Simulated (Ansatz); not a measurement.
**AlN: density, localisation and related maps**

The calculation's input:

```
crystal:
  lattice:
    - [0.0, 2.1839935596, 1.9655942036]
    - [2.1839935596, 0.0, 1.9655942036]
    - [2.1839935596, 2.1839935596, 0.0]
  atoms:
    - { symbol: Al, position: [0.0, 0.0, 0.0] }
    - { symbol: "N", position: [0.75, 0.75, 0.75] }
basis:
  ecutwfc: 500
kpoints:
  mp_grid: { grid: [10, 10, 10] }
hamiltonian:
  xc: r2scan
scf:
  occupations: { method: gaussian, width: 0.05 }
output:
  forces: true
  stress: true
  eigenvalues: true
  write_density: true
  write_potential: true
  elf: true
  volumetric_format: npy
```

Launched as:

```sh
ansatz run input.yaml --threads 1 --pin off --max-ram 2560MiB --backend cpu --events-out ev --progress --plain --runs-dir out
```

Below, planes, directions and counts refer to the conventional cell (a = 3.09 Å, b = 3.09 Å, c = 3.93 Å, α = 90.00°, β = 90.00°, γ = 90.00°).

Space group I-4m2; a structure from a database of computed crystals, not necessarily the ambient phase; changed on purpose from its base cell (strain -0.1000 x Voigt [0, 0, 1, 0, 0, 0], atoms carried along); computed pressure about 26 GPa in this cell.

The calculation used Ansatz, DFT r2SCAN, scalar-relativistic, plane waves, PAW.

The density is the valence pseudo-density of a PAW calculation; it isn't the true density close to the nuclei.

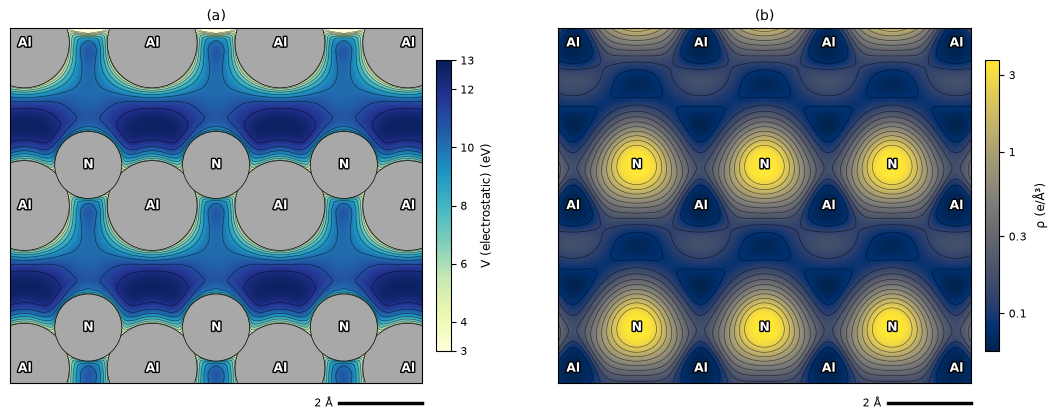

Figure 1. (a) electrostatic potential (local pseudopotential plus Hartree) felt by an electron; (b) valence electron density on the (010) plane of the conventional cell. Grey discs cover the atomic cores in the potential map.

### Interpret the plot.

- The section cuts through Al and N sites.
- Al–N (1.83 Å): ρ at the midpoint is about 0.76 e/Å³.
- Between the atoms the lowest density in this plane is 0.06 e/Å³.
- Outside the cores the potential energy rises away from the atoms and is highest about 1.8 Å from the nearest atoms; its zero is arbitrary.

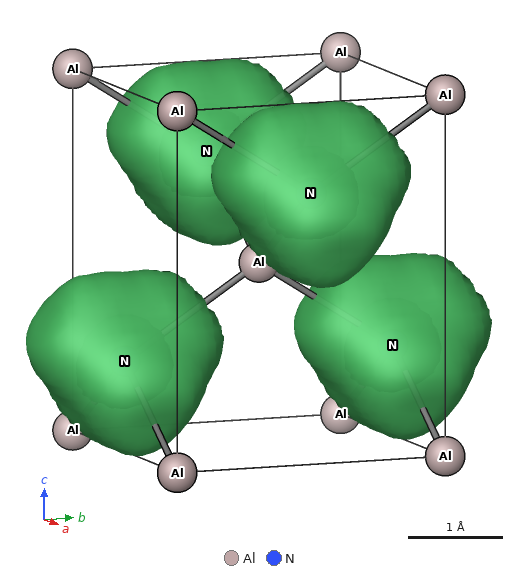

Figure 2. Isosurface of the electron localisation function at 0.75 (green), seen slightly off an axis. Core shells and regions of very low density are left out. Sticks mark near contacts.

### Describe the localisation domains.

At this value the surface marks out two regions on N in which the atom's valence shell and bonds are merged, counted in one cell of 4 atoms. Regions shared between cells count once. Profiles from the grid: Al–N (1.83 Å): the ELF peaks at about 0.90 in the valence shell of N, 0.8 Å from its nucleus, and is about 0.85 at the midpoint.

### Metal or insulator at this level of theory?

It is gapped, with a Kohn–Sham gap of 3.5 eV on the k-point mesh (the band edges may lie off the mesh, which would make the gap smaller).
